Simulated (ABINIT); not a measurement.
# NbP: geometry relaxation (part 1 of 4)

System: NbP (I4₁md, 4 atoms in the cell).
Method: Kohn-Sham DFT of a periodic cell, LDA, JTH PAW LDA v2.0, no spin polarisation (ABINIT 10.8.3).

The structure derives from a Materials Project entry.

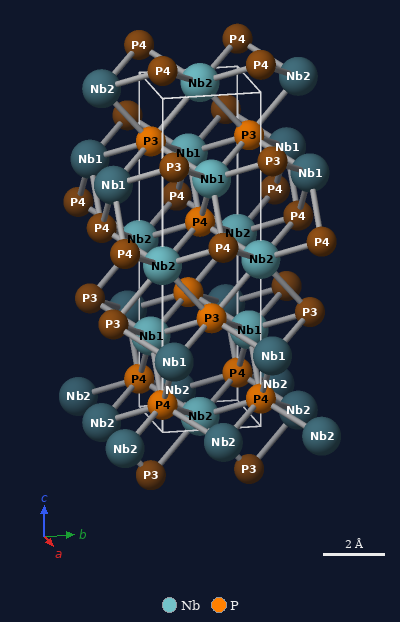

The structure as given in the input (ball-and-stick view of the cell 2 times as large as that of the calculation, set on its symmetry axes, seen slightly off an axis; neighbours outside the cell are drawn fainter; atoms are numbered from 1 in the order of the input). An atom can appear more than once, as a periodic image.

**The input**
```
# Pseudopotentials
pp_dirpath "./"
pseudos "Nb.LDA_PW-JTH.xml, P.LDA_PW-JTH.xml"

# Structure
acell 3*1.0
rprim
    -3.1651462306     3.1651462306    10.8472323782
     3.1651462306    -3.1651462306    10.8472323782
     3.1651462306     3.1651462306   -10.8472323782
ntypat 2
znucl 41 15
natom 4
typat 1 1 2 2
xred
     0.2498808000     0.7498808000     0.5000000000
     0.4998808000     0.4998808000     0.0000000000
     0.8327477700     0.3327477700     0.5000000000
     0.0827477700     0.0827477700     0.0000000000
chkprim 0
chksymtnons 0
tolsym 1.0e-6

# Plane-wave basis
ecut 20.0
pawecutdg 40.0

# k points
kptopt 1
ngkpt 7 7 7
nshiftk 1
shiftk 0.0 0.0 0.0

# Exchange and correlation
ixc 7

# Bands and occupations
nband 22
occopt 3
tsmear 0.00183747

# SCF cycle
nstep 100
tolvrs 1.0e-9

# Output
iomode 3
prtwf 0
prtden 0
prteig 0
prtebands 0
enunit 2

# Relaxation
ionmov 2
ntime 60
tolmxf 0.0005
optcell 2
dilatmx 1.08
ecutsm 0.5
```

Launch command:
```bash
abinit run.abi > log 2>&1
```

**What the program printed**
```
.Version 10.8.3 of ABINIT
 Symmetries : space group I4_1 m d (#109); Bravais tI (body-center tetrag.)
================================================================================
 Values of the parameters that define the memory need of the present run
     intxc =       0    ionmov =       2      iscf =      17    lmnmax =      18
     lnmax =       6     mgfft =      54  mpssoang =       3    mqgrid =    3001
     natom =       4  nloc_mem =       2    nspden =       1   nspinor =       1
    nsppol =       1      nsym =       8    n1xccc =       1    ntypat =       2
    occopt =       3   xclevel =       1
       mpw =        2360          nfft =      157464          nkpt =          40
 PAW method is used; the additional fine FFT grid is defined by:
   mgfftf=        75    nfftf =    421875
================================================================================
================================================================================

--------------------------------------------------------------------------------
------------- Echo of variables that govern the present computation ------------
--------------------------------------------------------------------------------
 -outvars: echo values of preprocessed input variables --------
            acell      1.0000000000E+00  1.0000000000E+00  1.0000000000E+00 Bohr
              amu      9.29063800E+01  3.09737620E+01
          chkprim           0
      chksymtnons           0
          dilatmx      1.08000000E+00
             ecut      2.00000000E+01 Hartree
           ecutsm      5.00000000E-01 Hartree
           enunit           2
           ionmov           2
              ixc           7
         kptrlatt        7    0    0      0    7    0      0    0    7
          kptrlen      4.43120472E+01
            natom           4
            nband          22
            ngfft          54      54      54
          ngfftdg          75      75      75
             nkpt          40
            nstep         100
             nsym           8
            ntime          60
           ntypat           2
           occopt           3
          optcell           2
        pawecutdg      4.00000000E+01 Hartree
           prtden           0
        prtebands           0
           prteig           0
            prtwf           0
            rprim     -3.1651462306E+00  3.1651462306E+00  1.0847232378E+01
                       3.1651462306E+00 -3.1651462306E+00  1.0847232378E+01
                       3.1651462306E+00  3.1651462306E+00 -1.0847232378E+01
          spgroup         109
           tolmxf      5.00000000E-04
           tolsym      1.00000000E-06
           tolvrs      1.00000000E-09
           tsmear      1.83747000E-03 Hartree
            typat      1  1  2  2
           useylm           1
           xangst      1.6749232533E+00 -1.1750094465E-16  2.8686856442E+00
                       4.5915948472E-17 -1.0474077443E-16  5.7387397302E+00
                       2.4524026637E-17  1.6749232533E+00  3.8200163876E+00
                      -8.6659494552E-18 -1.0716183183E-18  9.4996230159E-01
            xcart      3.1651462306E+00 -2.2204460493E-16  5.4210302089E+00
                       8.6768567423E-17 -1.9793137789E-16  1.0844646398E+01
                       4.6343693849E-17  3.1651462306E+00  7.2187847690E+00
                      -1.6376271091E-17 -2.0250651331E-18  1.7951685799E+00
             xred      2.4988080000E-01  7.4988080000E-01  5.0000000000E-01
                       4.9988080000E-01  4.9988080000E-01 -1.7560454141E-17
                       8.3274777000E-01  3.3274777000E-01  5.0000000000E-01
                       8.2747770000E-02  8.2747770000E-02 -2.9068698385E-18
            znucl       41.00000   15.00000

================================================================================

 chkinp: Checking input parameters for consistency.

================================================================================
== DATASET  1 ==================================================================

--- !DatasetInfo
iteration_state: {dtset: 1, }
dimensions: {natom: 4, nkpt: 40, mband: 22, nsppol: 1, nspinor: 1, nspden: 1, mpw: 2360, }
cutoff_energies: {ecut:  20.0, pawecutdg:  40.0, }
electrons: {nelect:   3.60000000E+01, charge:   0.00000000E+00, occopt:   3.00000000E+00, tsmear:   1.83747000E-03, }
meta: {optdriver: 0, ionmov: 2, optcell: 2, iscf: 17, paral_kgb: 0, }
...

 Exchange-correlation functional for the present dataset will be:
  LDA: Perdew-Wang 92 LSD fit to Ceperley-Alder data - ixc=7
  J.P.Perdew and Y.Wang, PRB 45, 13244 (1992)

 Real(R)+Recip(G) space primitive vectors, cartesian coordinates (Bohr,Bohr^-1):
 R(1)= -3.1651462  3.1651462 10.8472324  G(1)=  0.0000000  0.1579706  0.0460947
 R(2)=  3.1651462 -3.1651462 10.8472324  G(2)=  0.1579706  0.0000000  0.0460947
 R(3)=  3.1651462  3.1651462-10.8472324  G(3)=  0.1579706  0.1579706  0.0000000
 Unit cell volume ucvol=  4.3467683E+02 bohr^3
 Angles (23,13,12)=  1.48703633E+02  1.48703633E+02  4.48477262E+01 degrees

 Coarse grid specifications (used for wave-functions):

 getcut: wavevector=  0.0000  0.0000  0.0000  ngfft=  54  54  54
         ecut(hartree)=     23.328   => boxcut(ratio)=   2.11659

 Fine grid specifications (used for densities):

 getcut: wavevector=  0.0000  0.0000  0.0000  ngfft=  75  75  75
         ecut(hartree)=     46.656   => boxcut(ratio)=   2.05180

--- Pseudopotential description ------------------------------------------------
- pspini: atom type   1  psp file is ./Nb.LDA_PW-JTH.xml
 Pseudopotential format is: paw10
 basis_size (lnmax)=  6 (lmn_size= 18), orbitals=   0   0   1   1   2   2
 Spheres core radius: rc_sph= 2.22094190
 Shapefunction is BESSEL type: shapef(r,l)=aa(1,l)*jl(q(1,l)*r)+aa(2,l)*jl(q(2,l)*r)
 Radius for shape functions =  1.90969629
 Compensation charge density is not taken into account in XC energy/potential

- pspini: atom type   2  psp file is ./P.LDA_PW-JTH.xml
 Pseudopotential format is: paw10
 basis_size (lnmax)=  4 (lmn_size=  8), orbitals=   0   0   1   1
 Spheres core radius: rc_sph= 1.60765221
 Shapefunction is SIN type: shapef(r)=[sin(pi*r/rshp)/(pi*r/rshp)]**2
 Radius for shape functions =  1.60765221
 Compensation charge density is not taken into account in XC energy/potential

   1.10999745E+03                                ecore*ucvol(ha*bohr**3)
--------------------------------------------------------------------------------

================================================================================

=== [ionmov= 2] Broyden-Fletcher-Goldfarb-Shanno method (forces)
================================================================================

--- Iteration: ( 1/60) Internal Cycle: (1/1)
--------------------------------------------------------------------------------

---SELF-CONSISTENT-FIELD CONVERGENCE--------------------------------------------

--- !BeginCycle
iteration_state: {dtset: 1, itime: 1, icycle: 1, }
solver: {iscf: 17, nstep: 100, nline: 4, wfoptalg: 10, }
tolerances: {tolvrs: 1.00E-09, }
...

     iter   Etot(hartree)      deltaE(h)  residm     nres2
 ETOT  1  -128.80175353873    -1.288E+02 5.433E-01 8.019E+01
 ETOT  2  -129.02762300077    -2.259E-01 1.599E-02 1.291E+01
 ETOT  3  -129.02479890656     2.824E-03 2.802E-03 1.550E+00
 ETOT  4  -129.02477275661     2.615E-05 1.886E-03 1.438E-02
 ETOT  5  -129.02476193642     1.082E-05 1.626E-03 2.770E-03
 ETOT  6  -129.02476147786     4.586E-07 1.101E-03 7.527E-05
 ETOT  7  -129.02476142082     5.704E-08 8.078E-04 1.777E-06
 ETOT  8  -129.02476142226    -1.439E-09 4.219E-04 3.355E-07
 ETOT  9  -129.02476142192     3.450E-10 2.573E-04 8.400E-09
 ETOT 10  -129.02476142189     2.430E-11 2.610E-04 3.214E-10

 At SCF step   10       nres2   =  3.21E-10 < tolvrs=  1.00E-09 =>converged.

 Cartesian components of stress tensor (hartree/bohr^3)
  sigma(1 1)=  3.18620425E-04  sigma(3 2)=  0.00000000E+00
  sigma(2 2)=  3.18620425E-04  sigma(3 1)=  0.00000000E+00
  sigma(3 3)=  3.10982387E-04  sigma(2 1)=  0.00000000E+00

--- !ResultsGS
iteration_state: {dtset: 1, itime: 1, icycle: 1, }
comment   : Summary of ground state results
lattice_vectors:
- [ -3.1651462,   3.1651462,  10.8472324, ]
- [  3.1651462,  -3.1651462,  10.8472324, ]
- [  3.1651462,   3.1651462, -10.8472324, ]
lattice_lengths: [  11.73451,   11.73451,   11.73451, ]
lattice_angles: [148.704, 148.704,  44.848, ] # degrees, (23, 13, 12)
lattice_volume:   4.3467683E+02
convergence: {deltae:  2.430E-11, res2:  3.214E-10, residm:  2.610E-04, diffor: null, }
etotal    :  -1.29024761E+02
entropy   :   0.00000000E+00
fermie    :   4.59038955E-01
cartesian_stress_tensor: # hartree/bohr^3
- [  3.18620425E-04,   0.00000000E+00,   0.00000000E+00, ]
- [  0.00000000E+00,   3.18620425E-04,   0.00000000E+00, ]
- [  0.00000000E+00,   0.00000000E+00,   3.10982387E-04, ]
pressure_GPa:  -9.2992E+00
xred      :
- [  2.4988E-01,   7.4988E-01,   5.0000E-01, Nb]
- [  4.9988E-01,   4.9988E-01,  -1.7560E-17, Nb]
- [  8.3275E-01,   3.3275E-01,   5.0000E-01,  P]
- [  8.2748E-02,   8.2748E-02,  -2.9069E-18,  P]
cartesian_forces: # hartree/bohr
- [ -9.88918995E-20,  -2.07312117E-19,   4.23191942E-04, ]
- [  9.53205881E-20,   2.03740805E-19,   4.23191942E-04, ]
- [  9.88918995E-20,   2.07312117E-19,  -4.23191942E-04, ]
- [ -9.53205881E-20,  -2.03740805E-19,  -4.23191942E-04, ]
force_length_stats: {min:   4.23191942E-04, max:   4.23191942E-04, mean:   4.23191942E-04, }
...

 Integrated electronic density in atomic spheres:
 ------------------------------------------------
 Atom  Sphere_radius  Integrated_density
    1        2.22094         10.14818891
    2        2.22094         10.14950190
    3        1.60765          1.61348411
    4        1.60765          1.61524460

---OUTPUT-----------------------------------------------------------------------

 Cartesian coordinates (xcart) [bohr]
  3.16514623060000E+00 -2.22044604925031E-16  5.42103020890104E+00
  8.67685674226434E-17 -1.97931377887948E-16  1.08446463980010E+01
  4.63436938491490E-17  3.16514623060000E+00  7.21878476903569E+00
 -1.63762710913298E-17 -2.02506513309932E-18  1.79516857993569E+00
 Reduced coordinates (xred)
  2.49880800000000E-01  7.49880800000000E-01  5.00000000000000E-01
  4.99880800000000E-01  4.99880800000000E-01 -1.75604541412028E-17
  8.32747770000000E-01  3.32747770000000E-01  5.00000000000000E-01
  8.27477700000000E-02  8.27477700000000E-02 -2.90686983851310E-18
 Cartesian forces (fcart) [Ha/bohr]; max,rms= 4.23192E-04 2.44330E-04 (free atoms)
 -9.88918994642479E-20 -2.07312116712798E-19  4.23191941703263E-04
  9.53205881451832E-20  2.03740805393734E-19  4.23191941703263E-04
  9.88918994642479E-20  2.07312116712798E-19 -4.23191941703263E-04
 -9.53205881451832E-20 -2.03740805393734E-19 -4.23191941703263E-04
 Gradient of E wrt nuclear positions in reduced coordinates (gred)
 -4.59046133223696E-03 -4.59046133223696E-03  4.59046133223696E-03
 -4.59046133223696E-03 -4.59046133223696E-03  4.59046133223696E-03
  4.59046133223696E-03  4.59046133223696E-03 -4.59046133223696E-03
  4.59046133223696E-03  4.59046133223696E-03 -4.59046133223696E-03
 Scale of Primitive Cell (acell) [bohr]
  1.00000000000000E+00  1.00000000000000E+00  1.00000000000000E+00
 Real space primitive translations (rprimd) [bohr]
 -3.16514623060000E+00  3.16514623060000E+00  1.08472323782000E+01
  3.16514623060000E+00 -3.16514623060000E+00  1.08472323782000E+01
  3.16514623060000E+00  3.16514623060000E+00 -1.08472323782000E+01
 Unitary Cell Volume (ucvol) [Bohr^3]=  4.34676832882271E+02
 Angles (23,13,12)= [degrees]
  1.48703633237728E+02  1.48703633237728E+02  4.48477262343112E+01
 Lengths [Bohr]
  1.17345111354855E+01  1.17345111354855E+01  1.17345111354855E+01
 Stress tensor in cartesian coordinates (strten) [Ha/bohr^3]
  3.18620425029203E-04  0.00000000000000E+00  0.00000000000000E+00
  0.00000000000000E+00  3.18620425029203E-04  0.00000000000000E+00
  0.00000000000000E+00  0.00000000000000E+00  3.10982387353515E-04
 Total energy (etotal) [Ha]= -1.29024761421894E+02

--- Iteration: ( 2/60) Internal Cycle: (1/1)
--------------------------------------------------------------------------------

---SELF-CONSISTENT-FIELD CONVERGENCE--------------------------------------------

--- !BeginCycle
iteration_state: {dtset: 1, itime: 2, icycle: 1, }
solver: {iscf: 17, nstep: 100, nline: 4, wfoptalg: 10, }
tolerances: {tolvrs: 1.00E-09, }
...

     iter   Etot(hartree)      deltaE(h)  residm     nres2
 ETOT  1  -129.04857744951    -1.290E+02 1.748E+00 2.424E+01
 ETOT  2  -129.03136519305     1.721E-02 2.735E-03 7.560E+00
 ETOT  3  -129.02751378515     3.851E-03 5.261E-03 3.636E-01
 ETOT  4  -129.02756984554    -5.606E-05 5.828E-03 5.350E-03
 ETOT  5  -129.02757125761    -1.412E-06 6.313E-04 2.636E-04
 ETOT  6  -129.02757117093     8.668E-08 1.920E-04 8.635E-06
 ETOT  7  -129.02757116998     9.551E-10 1.482E-04 2.978E-07
 ETOT  8  -129.02757116988     9.743E-11 1.521E-04 5.319E-08
 ETOT  9  -129.02757116988     1.535E-12 1.189E-04 2.549E-09
 ETOT 10  -129.02757116990    -2.416E-11 1.066E-04 1.225E-11

 At SCF step   10       nres2   =  1.22E-11 < tolvrs=  1.00E-09 =>converged.

 Cartesian components of stress tensor (hartree/bohr^3)
  sigma(1 1)=  1.30053253E-04  sigma(3 2)=  0.00000000E+00
  sigma(2 2)=  1.30053253E-04  sigma(3 1)=  0.00000000E+00
  sigma(3 3)=  1.53696793E-04  sigma(2 1)=  0.00000000E+00

--- !ResultsGS
iteration_state: {dtset: 1, itime: 2, icycle: 1, }
comment   : Summary of ground state results
lattice_vectors:
- [ -3.1348918,   3.1348918,  10.7460334, ]
- [  3.1348918,  -3.1348918,  10.7460334, ]
- [  3.1348918,   3.1348918, -10.7460334, ]
lattice_lengths: [  11.62464,   11.62464,   11.62464, ]
lattice_angles: [148.710, 148.710,  44.838, ] # degrees, (23, 13, 12)
lattice_volume:   4.2242858E+02
convergence: {deltae: -2.416E-11, res2:  1.225E-11, residm:  1.066E-04, diffor: null, }
etotal    :  -1.29027571E+02
entropy   :   0.00000000E+00
fermie    :   4.75343279E-01
cartesian_stress_tensor: # hartree/bohr^3
- [  1.30053253E-04,   0.00000000E+00,   0.00000000E+00, ]
- [  0.00000000E+00,   1.30053253E-04,   0.00000000E+00, ]
- [  0.00000000E+00,   0.00000000E+00,   1.53696793E-04, ]
pressure_GPa:  -4.0582E+00
xred      :
- [  2.4990E-01,   7.4990E-01,   5.0000E-01, Nb]
- [  4.9990E-01,   4.9990E-01,  -1.7542E-17, Nb]
- [  8.3273E-01,   3.3273E-01,   5.0000E-01,  P]
- [  8.2728E-02,   8.2728E-02,  -2.9254E-18,  P]
cartesian_forces: # hartree/bohr
- [ -7.45051011E-20,  -1.55820264E-19,   5.06749409E-04, ]
- [  6.38348778E-20,  -1.74802851E-20,   5.06749409E-04, ]
- [  5.95452203E-20,  -2.17699427E-20,  -5.06749409E-04, ]
- [ -4.88749970E-20,   1.95070492E-19,  -5.06749409E-04, ]
force_length_stats: {min:   5.06749409E-04, max:   5.06749409E-04, mean:   5.06749409E-04, }
...

 Integrated electronic density in atomic spheres:
 ------------------------------------------------
 Atom  Sphere_radius  Integrated_density
    1        2.22094         10.18000755
    2        2.22094         10.18611284
    3        1.60765          1.62850189
    4        1.60765          1.62380081
```
